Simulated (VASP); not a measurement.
## Single-point calculation, with input and output: Al16N15 (part 3 of 4)

Al16N15 (defect cell, 31 atoms in the cell); Kohn-Sham DFT of a periodic cell, PBEsol, VASP PAW PBE potentials, recommended, spin-polarised (VASP 6.6.1); cutoff 450 eV, 3×3×2 k-mesh, Gaussian smearing of 0.03 eV, collinear spins. The structure derives from an entry of the Crystallography Open Database.

### Parts of OUTCAR, continued
```
 k-point     4 :      -0.3333    0.3333    0.0000
  band No.  band energies     occupation
      1      -8.8576      1.00000
      2      -8.1090      1.00000
      3      -8.0510      1.00000
      4      -7.9181      1.00000
      5      -7.4386      1.00000
      6      -7.4275      1.00000
      7      -7.3391      1.00000
      8      -7.1211      1.00000
      9      -6.9705      1.00000
     10      -6.9319      1.00000
     11      -6.9266      1.00000
     12      -6.8797      1.00000
     13      -6.6140      1.00000
     14      -6.4968      1.00000
     15      -6.4923      1.00000
     16       0.3002      1.00000
     17       0.4129      1.00000
     18       0.7358      1.00000
     19       0.7521      1.00000
     20       0.8050      1.00000
     21       0.9000      1.00000
     22       1.0556      1.00000
     23       1.1863      1.00000
     24       1.1946      1.00000
     25       1.4151      1.00000
     26       1.5411      1.00000
     27       1.8652      1.00000
     28       2.1155      1.00000
     29       2.2292      1.00000
     30       2.3056      1.00000
     31       2.3727      1.00000
     32       2.5427      1.00000
     33       2.8794      1.00000
     34       3.0494      1.00000
     35       3.1674      1.00000
     36       3.2485      1.00000
     37       3.3304      1.00000
     38       3.3497      1.00000
     39       3.3925      1.00000
     40       3.8922      1.00000
     41       4.1170      1.00000
     42       4.2523      1.00000
     43       4.2764      1.00000
     44       4.3061      1.00000
     45       4.3462      1.00000
     46       4.4278      1.00000
     47       4.4958      1.00000
     48       4.5154      1.00000
     49       4.5384      1.00000
     50       4.6345      1.00000
     51       4.7508      1.00000
     52       4.8201      1.00000
     53       4.8406      1.00000
     54       4.9078      1.00000
     55       4.9341      1.00000
     56       4.9735      1.00000
     57       5.0900      1.00000
     58       5.2886      1.00000
     59       5.5696      1.00000
     60       5.5729      1.00000
     61       6.4210      1.00000
     62       9.7244      0.00000
     63      10.1450      0.00000
     64      10.7776      0.00000
     65      11.2613      0.00000
     66      11.6785      0.00000
     67      11.7001      0.00000
     68      11.9748      0.00000
     69      12.0108      0.00000
     70      12.1413      0.00000
     71      12.1890      0.00000
     72      12.3183      0.00000
     73      12.4441      0.00000

 k-point     5 :       0.3333    0.3333    0.0000
  band No.  band energies     occupation
      1      -8.3578      1.00000
      2      -8.3062      1.00000
      3      -8.1036      1.00000
      4      -7.6116      1.00000
      5      -7.5816      1.00000
      6      -7.5644      1.00000
      7      -7.5582      1.00000
      8      -7.4962      1.00000
      9      -7.2876      1.00000
     10      -6.7402      1.00000
     11      -6.7346      1.00000
     12      -6.6806      1.00000
     13      -6.6479      1.00000
     14      -6.5987      1.00000
     15      -6.5564      1.00000
     16       0.5868      1.00000
     17       0.9766      1.00000
     18       0.9965      1.00000
     19       1.0728      1.00000
     20       1.0803      1.00000
     21       1.1202      1.00000
     22       1.3631      1.00000
     23       1.6476      1.00000
     24       1.6700      1.00000
     25       1.7519      1.00000
     26       1.7697      1.00000
     27       2.0084      1.00000
     28       2.0245      1.00000
     29       2.1525      1.00000
     30       2.1624      1.00000
     31       2.1961      1.00000
     32       2.3692      1.00000
     33       2.4650      1.00000
     34       2.4976      1.00000
     35       2.5137      1.00000
     36       2.8946      1.00000
     37       2.9482      1.00000
     38       3.5150      1.00000
     39       3.5264      1.00000
     40       3.6490      1.00000
     41       3.9252      1.00000
     42       3.9929      1.00000
     43       4.0248      1.00000
     44       4.0325      1.00000
     45       4.1146      1.00000
     46       4.1641      1.00000
     47       4.3176      1.00000
     48       4.4460      1.00000
     49       4.5440      1.00000
     50       4.5576      1.00000
     51       4.6183      1.00000
     52       4.6786      1.00000
     53       4.8219      1.00000
     54       4.8938      1.00000
     55       4.9717      1.00000
     56       5.0039      1.00000
     57       5.0514      1.00000
     58       5.1426      1.00000
     59       5.3012      1.00000
     60       5.3186      1.00000
     61       6.9040      1.00000
     62       9.7239      0.00000
     63       9.8022      0.00000
     64      10.3404      0.00000
     65      10.9353      0.00000
     66      12.1402      0.00000
     67      12.5849      0.00000
     68      12.6143      0.00000
     69      12.6374      0.00000
     70      12.7149      0.00000
     71      12.8368      0.00000
     72      12.9727      0.00000
     73      13.2522      0.00000

 [... the levels of 4 k-points are left out ...]

 k-point    10 :       0.3333    0.3333    0.5000
  band No.  band energies     occupation
      1      -8.2547      1.00000
      2      -8.1980      1.00000
      3      -8.0408      1.00000
      4      -8.0086      1.00000
      5      -7.9695      1.00000
      6      -7.7616      1.00000
      7      -7.0686      1.00000
      8      -7.0349      1.00000
      9      -7.0131      1.00000
     10      -6.8572      1.00000
     11      -6.8519      1.00000
     12      -6.8228      1.00000
     13      -6.6998      1.00000
     14      -6.6960      1.00000
     15      -6.5568      1.00000
     16       0.4478      1.00000
     17       1.0405      1.00000
     18       1.1360      1.00000
     19       1.1743      1.00000
     20       1.2103      1.00000
     21       1.3033      1.00000
     22       1.3652      1.00000
     23       1.3720      1.00000
     24       1.5199      1.00000
     25       1.5391      1.00000
     26       1.5639      1.00000
     27       1.7561      1.00000
     28       1.9067      1.00000
     29       2.3142      1.00000
     30       2.3302      1.00000
     31       2.3406      1.00000
     32       2.4389      1.00000
     33       2.6275      1.00000
     34       2.8443      1.00000
     35       3.0043      1.00000
     36       3.1230      1.00000
     37       3.1801      1.00000
     38       3.2094      1.00000
     39       3.2406      1.00000
     40       3.4063      1.00000
     41       3.4536      1.00000
     42       3.7866      1.00000
     43       3.9558      1.00000
     44       4.0039      1.00000
     45       4.0613      1.00000
     46       4.1967      1.00000
     47       4.3680      1.00000
     48       4.4291      1.00000
     49       4.4682      1.00000
     50       4.4879      1.00000
     51       4.5890      1.00000
     52       4.7430      1.00000
     53       4.8098      1.00000
     54       4.8287      1.00000
     55       4.8550      1.00000
     56       5.1572      1.00000
     57       5.2779      1.00000
     58       5.2885      1.00000
     59       5.3427      1.00000
     60       5.3973      1.00000
     61       6.8562      1.00000
     62       9.7112      0.00000
     63       9.7512      0.00000
     64      10.4196      0.00000
     65      11.6418      0.00000
     66      11.8671      0.00000
     67      12.3440      0.00000
     68      12.4500      0.00000
     69      12.4982      0.00000
     70      12.5890      0.00000
     71      12.8971      0.00000
     72      13.0132      0.00000
     73      13.0718      0.00000
 [bands above 73 left out]

------------------------ aborting loop because EDIFF is reached ----------------------------------------

  FORCE on cell =-STRESS in cart. coord.  units (eV):
  Direction    XX          YY          ZZ          XY          YZ          ZX
  --------------------------------------------------------------------------------------
  -------------------------------------------------------------------------------------
  Total       -9.1669221     -9.1584740    -10.7969164     -0.0170728      0.0684584     -0.0364565
  in kB      -44.0112052    -43.9706452    -51.8369523     -0.0819681      0.3286749     -0.1750307
  external PRESSURE =     -46.6062676 kB  Pullay stress =       0.0000000 kB

 VOLUME and BASIS-vectors are now :
 -----------------------------------------------------------------------------
  energy-cutoff  :      450.00
  volume of cell :      333.71
      direct lattice vectors                 reciprocal lattice vectors
     6.220000861  0.000000000  0.000000000     0.160771682  0.092821574  0.000000000
    -3.110000430  5.386678757  0.000000000     0.000000000  0.185643148  0.000000000
     0.000000000  0.000000000  9.960000000     0.000000000  0.000000000  0.100401606

 POSITION                                       TOTAL-FORCE (eV/Angst)
 -----------------------------------------------------------------------------------
      1.55390      0.89358      9.76524        -0.034951      0.059507      0.503912
      1.54717      0.90298      4.99854        -0.000081     -0.005212     -0.032624
      0.00566      3.59915      0.00431        -0.050837     -0.054158     -0.238902
      0.00223      3.60337      4.99281        -0.085597     -0.048312      0.078195
      4.66097      0.88883      0.00611         0.006901      0.081007     -0.239433
      4.65793      0.89074      4.99361        -0.005253      0.100959      0.084248
      3.09353      3.59873      0.00155         0.055787     -0.038559     -0.256664
      3.09017      3.60285      4.99273         0.102480     -0.049893      0.094339
     -0.06435      1.83612      2.52226         0.591373     -0.383121     -0.092484
     -0.01511      1.80517      7.45672        -0.028364     -0.000172      0.077468
     -1.56943      4.43012      2.51556         0.082276      0.768729      0.000360
     -1.56054      4.47765      7.45313        -0.008376     -0.016405      0.042194
      3.15481      1.84215      2.51994        -0.581796     -0.487578     -0.039610
      3.11629      1.80361      7.45469         0.004148      0.020730      0.058406
      1.54446      4.49531      2.51076        -0.039827      0.060659      0.045412
      1.54980      4.49164      7.47484         0.000443      0.004637     -0.007947
      1.54942      0.90017      6.90775         0.002786     -0.003810     -0.004928
     -0.00714      3.60219      1.90019         0.050505     -0.003186      0.064792
     -0.00383      3.59468      6.88604         0.011587      0.007909     -0.032970
      4.65371      0.90102      1.90194         0.015159     -0.033712      0.077968
      4.66021      0.89930      6.88757         0.010452     -0.014113     -0.044893
      3.09335      3.60314      1.89663        -0.040790      0.006317      0.069158
      3.10247      3.59393      6.88551        -0.012088      0.012201     -0.024974
     -0.00391      1.79930      4.39848        -0.058433      0.038914     -0.063933
     -0.01033      1.80174      9.38519        -0.060012      0.020440     -0.031067
     -1.56376      4.49980      4.39410        -0.015306     -0.090297     -0.050676
     -1.55963      4.47500      9.37466        -0.007027     -0.033877      0.075612
      3.09791      1.79820      4.39816         0.062551      0.065487     -0.085848
      3.11568      1.80242      9.37926         0.038636      0.023408      0.028749
      1.54665      4.49478      4.39896         0.000409     -0.008815     -0.144835
      1.54980      4.49209      9.37723        -0.006752      0.000314      0.090974
 -----------------------------------------------------------------------------------
    total drift:                                0.003780      0.001445      0.000815

  FREE ENERGIE OF THE ION-ELECTRON SYSTEM (eV)
  ---------------------------------------------------
  free  energy   TOTEN  =      -245.3338423160 eV

  energy  without entropy=     -245.3338423160  energy(sigma->0) =     -245.33384232

 total charge

# of ion       s       p       d       tot
------------------------------------------
    1        0.379   0.422   0.000   0.801
    2        0.365   0.435   0.000   0.799
    3        0.366   0.440   0.000   0.806
    4        0.366   0.438   0.000   0.804
    5        0.366   0.440   0.000   0.805
    6        0.366   0.438   0.000   0.804
    7        0.366   0.440   0.000   0.806
    8        0.366   0.438   0.000   0.805
    9        0.375   0.409   0.000   0.784
   10        0.366   0.438   0.000   0.805
   11        0.375   0.410   0.000   0.785
   12        0.367   0.440   0.000   0.806
   13        0.375   0.409   0.000   0.784
   14        0.367   0.439   0.000   0.806
   15        0.365   0.437   0.000   0.802
   16        0.366   0.438   0.000   0.804
   17        1.222   2.604   0.000   3.827
   18        1.227   2.605   0.000   3.832
   19        1.223   2.615   0.000   3.838
   20        1.227   2.604   0.000   3.831
   21        1.223   2.614   0.000   3.837
   22        1.228   2.608   0.000   3.835
   23        1.223   2.615   0.000   3.837
   24        1.225   2.600   0.000   3.825
   25        1.225   2.605   0.000   3.830
   26        1.225   2.599   0.000   3.823
   27        1.225   2.607   0.000   3.832
   28        1.225   2.600   0.000   3.824
   29        1.225   2.606   0.000   3.831
   30        1.223   2.619   0.000   3.841
   31        1.222   2.616   0.000   3.839
--------------------------------------------------
tot         24.264  46.028   0.000  70.292

 magnetization (x)

# of ion       s       p       d       tot
------------------------------------------
    1       -0.000   0.000   0.000   0.000
    2        0.000   0.000   0.000   0.000
    3        0.000   0.000   0.000   0.000
    4        0.000   0.000   0.000   0.000
    5        0.000   0.000   0.000   0.000
    6        0.000   0.000   0.000   0.000
    7        0.000   0.000   0.000   0.000
    8        0.000   0.000   0.000   0.000
    9        0.000   0.000   0.000   0.000
   10       -0.000  -0.000   0.000  -0.000
   11        0.000   0.000   0.000   0.000
   12       -0.000   0.000   0.000  -0.000
   13        0.000   0.000   0.000   0.000
   14       -0.000   0.000   0.000  -0.000
   15        0.000   0.000   0.000   0.000
   16        0.000   0.000   0.000   0.000
   17       -0.000  -0.000   0.000  -0.000
   18       -0.000  -0.000   0.000  -0.000
   19       -0.000  -0.000   0.000  -0.000
   20       -0.000  -0.000   0.000  -0.000
   21       -0.000  -0.000   0.000  -0.000
   22       -0.000  -0.000   0.000  -0.000
   23       -0.000  -0.000   0.000  -0.000
   24       -0.000  -0.000   0.000  -0.000
   25       -0.000  -0.000   0.000  -0.000
   26       -0.000  -0.000   0.000  -0.000
   27       -0.000  -0.000   0.000  -0.000
   28       -0.000  -0.000   0.000  -0.000
   29       -0.000  -0.000   0.000  -0.000
   30       -0.000  -0.000   0.000  -0.000
   31       -0.000  -0.000   0.000  -0.000
--------------------------------------------------
tot         -0.000  -0.000   0.000  -0.000
```

### CONTCAR
```
Al16N15
   1.00000000000000
     6.2200008609999999    0.0000000000000000    0.0000000000000000
    -3.1100004305000000    5.3866787572000003    0.0000000000000000
     0.0000000000000000    0.0000000000000000    9.9600000000000009
  Al              N
    16    15
Direct
     0.3327669280401295    0.1658860962109188    0.9804460127576107
     0.3325570308876706    0.1676327042835197    0.5018612580547313
     0.3349887854449847    0.6681570851403436    0.0004323427928412
     0.3348297044341138    0.6689412218953592    0.5012864046525891
     0.8318541224297533    0.1650045963006406    0.0006135509316181
     0.8315435379137810    0.1653592269758661    0.5013665953000839
     0.8313908408278863    0.6680789200897266    0.0001560715386759
     0.8312342337883649    0.6688445440948314    0.5012778661419333
     0.1600864637069677    0.3408630478631522    0.2532391800838099
     0.1651290497275824    0.3351179109318352    0.7486667767710600
     0.1588906244110930    0.8224217107184870    0.2525661636197327
     0.1647313848807670    0.8312450390475590    0.7483058265157538
     0.6781946528836471    0.3419821252195590    0.2530057950888462
     0.6684251887231767    0.3348275430673695    0.7484629347339720
     0.6655672321498045    0.8345229906497593    0.2520838634805287
     0.6660850804967211    0.8338422569392847    0.7504863440831784
     0.3326580368002681    0.1671097005616105    0.6935495686680397
     0.3332122215100881    0.6687214010929097    0.1907816737776784
     0.3330483078286193    0.6673275581906069    0.6913690561457244
     0.8318184946853933    0.1672681399295968    0.1909578158550644
     0.8327041547325678    0.1669481752159143    0.6915231422682027
     0.8317722857236589    0.6688986820386447    0.1904247150496658
     0.8323830511697068    0.6671884196245941    0.6913163121427104
     0.1663856163980739    0.3340275184623707    0.4416149076147278
     0.1655791985812982    0.3344813283704369    0.9422883537780393
     0.1662695478942240    0.8353563228674616    0.4411747033526865
     0.1646321554916597    0.8307537613674896    0.9412305120546947
     0.6649675123199899    0.3338234772364004    0.4415818672856986
     0.6682158190025689    0.3346068619960931    0.9416924620632656
     0.6658702305024917    0.8344252668791441    0.4416625099432210
     0.6661275066129164    0.8339263667385026    0.9414894134536169

  0.00000000E+00  0.00000000E+00  0.00000000E+00
  0.00000000E+00  0.00000000E+00  0.00000000E+00
  0.00000000E+00  0.00000000E+00  0.00000000E+00
  0.00000000E+00  0.00000000E+00  0.00000000E+00
  0.00000000E+00  0.00000000E+00  0.00000000E+00
  0.00000000E+00  0.00000000E+00  0.00000000E+00
  0.00000000E+00  0.00000000E+00  0.00000000E+00
  0.00000000E+00  0.00000000E+00  0.00000000E+00
  0.00000000E+00  0.00000000E+00  0.00000000E+00
  0.00000000E+00  0.00000000E+00  0.00000000E+00
  0.00000000E+00  0.00000000E+00  0.00000000E+00
  0.00000000E+00  0.00000000E+00  0.00000000E+00
  0.00000000E+00  0.00000000E+00  0.00000000E+00
  0.00000000E+00  0.00000000E+00  0.00000000E+00
  0.00000000E+00  0.00000000E+00  0.00000000E+00
  0.00000000E+00  0.00000000E+00  0.00000000E+00
  0.00000000E+00  0.00000000E+00  0.00000000E+00
  0.00000000E+00  0.00000000E+00  0.00000000E+00
  0.00000000E+00  0.00000000E+00  0.00000000E+00
  0.00000000E+00  0.00000000E+00  0.00000000E+00
  0.00000000E+00  0.00000000E+00  0.00000000E+00
  0.00000000E+00  0.00000000E+00  0.00000000E+00
  0.00000000E+00  0.00000000E+00  0.00000000E+00
  0.00000000E+00  0.00000000E+00  0.00000000E+00
  0.00000000E+00  0.00000000E+00  0.00000000E+00
  0.00000000E+00  0.00000000E+00  0.00000000E+00
  0.00000000E+00  0.00000000E+00  0.00000000E+00
  0.00000000E+00  0.00000000E+00  0.00000000E+00
  0.00000000E+00  0.00000000E+00  0.00000000E+00
  0.00000000E+00  0.00000000E+00  0.00000000E+00
  0.00000000E+00  0.00000000E+00  0.00000000E+00
```

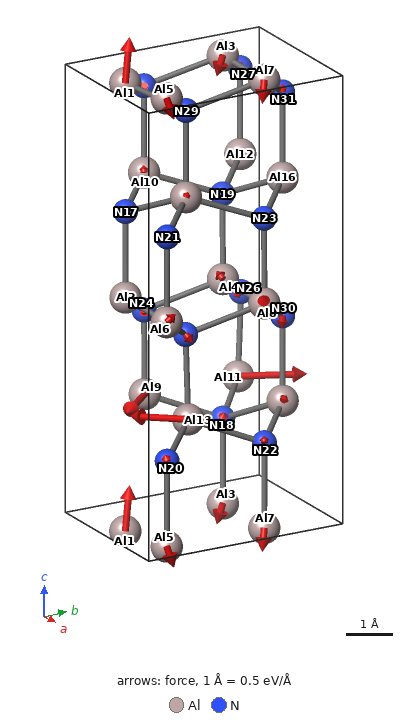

Figure 1. Forces on the atoms as red arrows (ball-and-stick view of the cell of the calculation, seen slightly off an axis; atoms are numbered from 1 in the order of the input); the smallest are left out. The largest act on Al11 (0.77 eV/Å); Al13 (0.76 eV/Å); Al9 (0.71 eV/Å); Al1 (0.51 eV/Å), among others. The geometry is not a stationary point of this energy.

The run was set up as follows.

### INCAR
```
SYSTEM = Al16N15
PREC     = Accurate       ! precision mode
ENCUT    = 450            ! plane-wave cutoff, eV
EDIFF    = 1E-5           ! SCF threshold, eV
ISMEAR   = 0              ! smearing method
SIGMA    = 0.03           ! smearing width, eV
LREAL    = Auto         
LASPH    = .True.         ! aspherical terms in the spheres
NELM     = 120            ! most SCF steps
ALGO     = Normal         ! electronic algorithm
ISIF     = 2              ! what is computed and relaxed
LWAVE    = .False.        ! write WAVECAR
LCHARG   = .False.        ! write CHGCAR
ISPIN    = 2              ! spin polarisation
MAGMOM   = 0.5 0 0 0 0 0 0 0 0.5 0 0.5 0 0.5 0 0 0 0 0 0 0 0 0 0 0 0 0 0 0 0 0 0 ! initial moments
LORBIT   = 11             ! projections on sites
GGA      = PS             ! functional
NELECT   = 122.0        
ISYM     = 0            
KPAR     = 4
```

### KPOINTS
```
Automatic mesh
0
Gamma
  3 3 2
  0 0 0
```
